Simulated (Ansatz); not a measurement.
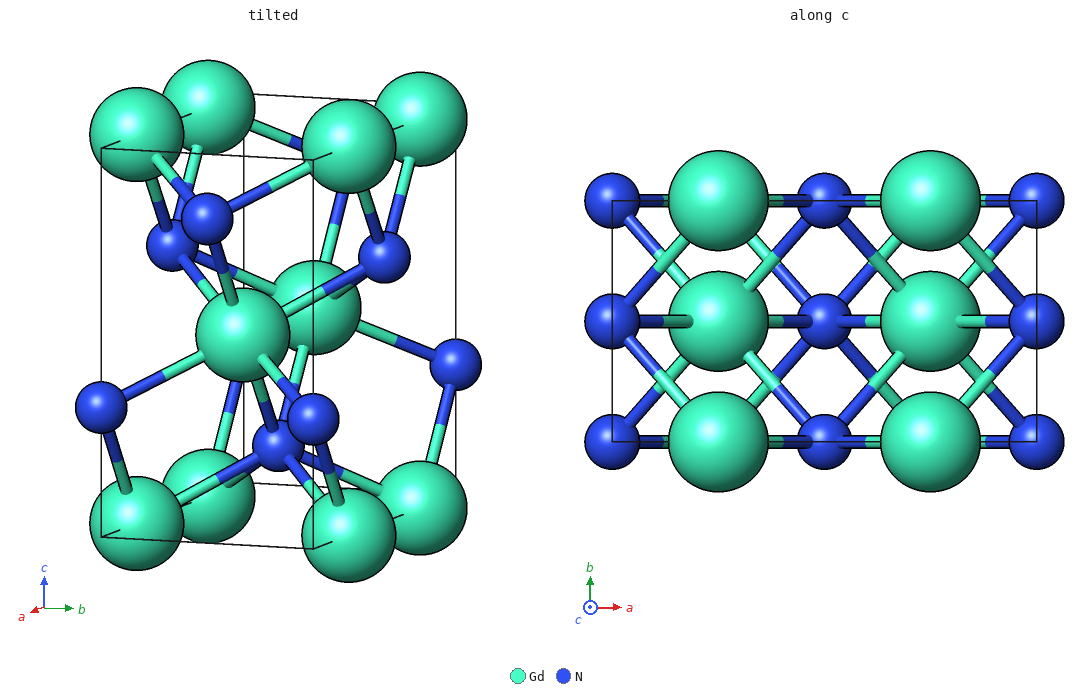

The image is a ball-and-stick drawing of a crystal, viewed slightly off an axis and along the c axis. The box is the conventional unit cell; atoms on or close to its faces, edges and corners are drawn wherever they repeat. Cell: a = 6.11 Å, b = 3.48 Å, c = 6.02 Å, α = 90.00°, β = 90.00°, γ = 90.00°.

Starting structure: a structure type filled with these elements by a generator (whether the compound takes this form wasn't checked). The cell was then strained or its atoms displaced on purpose. Ansatz was used for an electronic-structure calculation on it.

**State composition, symmetry and coordination.**

Composition: GdN. The symmetry is that of Amm2 (No. 38), on a base-centred orthorhombic lattice. Content of the cell: 4 Gd, 4 N (Z = 4). Around each Gd lie six N in an octahedral arrangement at about 2.5 to 2.6 Å. Around each N lie six Gd in a distorted trigonal prismatic arrangement at about 2.5 to 2.6 Å. The bonds build a three-dimensional framework.

Method used: Ansatz, DFT PBE+U, scalar-relativistic, plane waves, PAW. It ran with a kinetic-energy cutoff of 420 eV, k-points about 0.21 Å⁻¹ apart, Gaussian smearing of 0.05 eV, U_eff = 6.00 eV on Gd f, collinear spins.

**Which atoms carry magnetic moments in this run, and how do they order?**

The state reached is ferromagnetic. Sizes: Gd 6.9 μB; net moment 14.0 μB in the run's cell of 4 atoms.

**Does it come out as a metal, or with a gap?**

A metal: bands cross the Fermi level.

**Is this the optimised geometry for these settings?**

No. The largest force is 0.23 eV/Å, on N. The pressure is 0.1 GPa, close to zero.

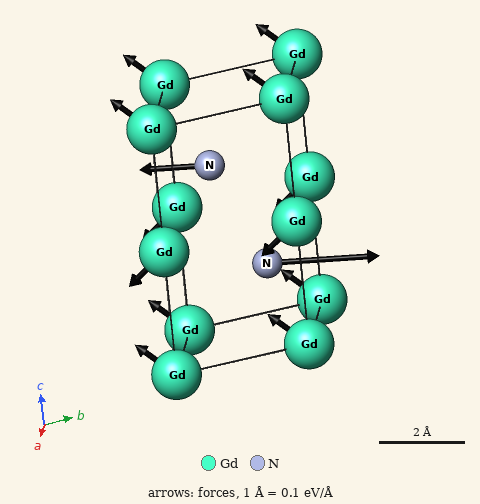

The forces as arrows. The run's cell of 4 atoms is drawn, so axes and origin can differ from the first picture.
